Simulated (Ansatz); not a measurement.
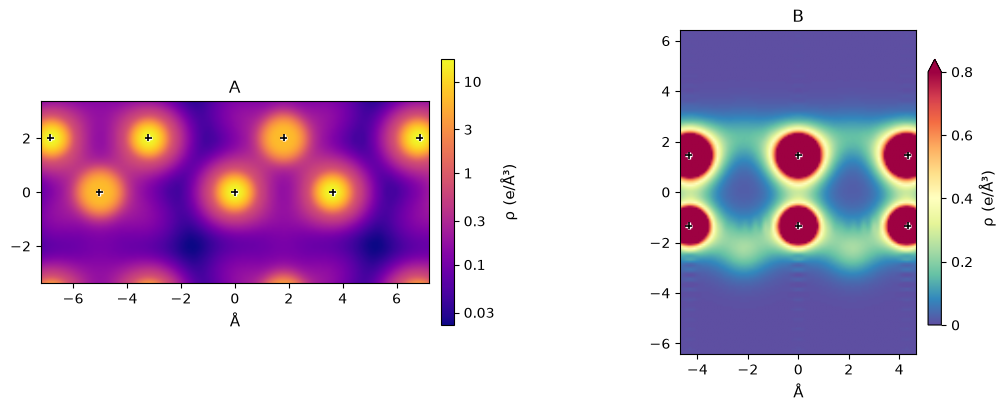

The valence pseudo-density of 2 systems, each on a plane through atoms (crosses mark nuclei in the plane).

Level of theory: DFT PBE+D3(BJ), scalar-relativistic, plane waves, PAW (Ansatz).

System 1: GaSb (slab), the (100) plane of the calculation cell, a cut from vacuum to vacuum. 

```cif
data_structure
_symmetry_space_group_name_H-M 'P 1'
_symmetry_Int_Tables_number 1
_cell_length_a 8.6681
_cell_length_b 8.6681
_cell_length_c 20.4234
_cell_angle_alpha 90.000
_cell_angle_beta 90.000
_cell_angle_gamma 120.000
_cell_volume 1328.94
loop_
_atom_site_label
_atom_site_type_symbol
_atom_site_fract_x
_atom_site_fract_y
_atom_site_fract_z
_atom_site_occupancy
Sb1 Sb 0.50000 0.00000 0.39171 1
Sb2 Sb 0.50000 0.50000 0.39171 1
Sb3 Sb 0.00000 0.00000 0.39171 1
Sb4 Sb 0.00000 0.50000 0.39171 1
Ga1 Ga 0.16667 0.83333 0.43502 1
Ga2 Ga 0.16667 0.33333 0.43502 1
Ga3 Ga 0.66667 0.83333 0.43502 1
Ga4 Ga 0.66667 0.33333 0.43502 1
Sb5 Sb 0.66667 0.83333 0.57247 1
Sb6 Sb 0.66667 0.33333 0.57247 1
Sb7 Sb 0.16667 0.83333 0.57247 1
Sb8 Sb 0.16667 0.33333 0.57247 1
Ga5 Ga 0.33333 0.66667 0.60958 1
Ga6 Ga 0.33333 0.16667 0.60958 1
Ga7 Ga 0.83333 0.66667 0.60958 1
Ga8 Ga 0.83333 0.16667 0.60958 1
```

System 2: Te₂Mo, the (110) plane of the conventional cell. Space group P6₃/mmc; computed without spin polarisation.

Match each panel to its system.

Answer. Panel A is system 2, Te₂Mo: the plane holds Te and Mo. Te–Mo (2.72 Å): the density is about 0.45 e/Å³ at the midpoint. Panel B is system 1, GaSb: the plane holds Ga and Sb. Ga–Sb (2.81 Å): the density is about 0.29 e/Å³ at the midpoint.
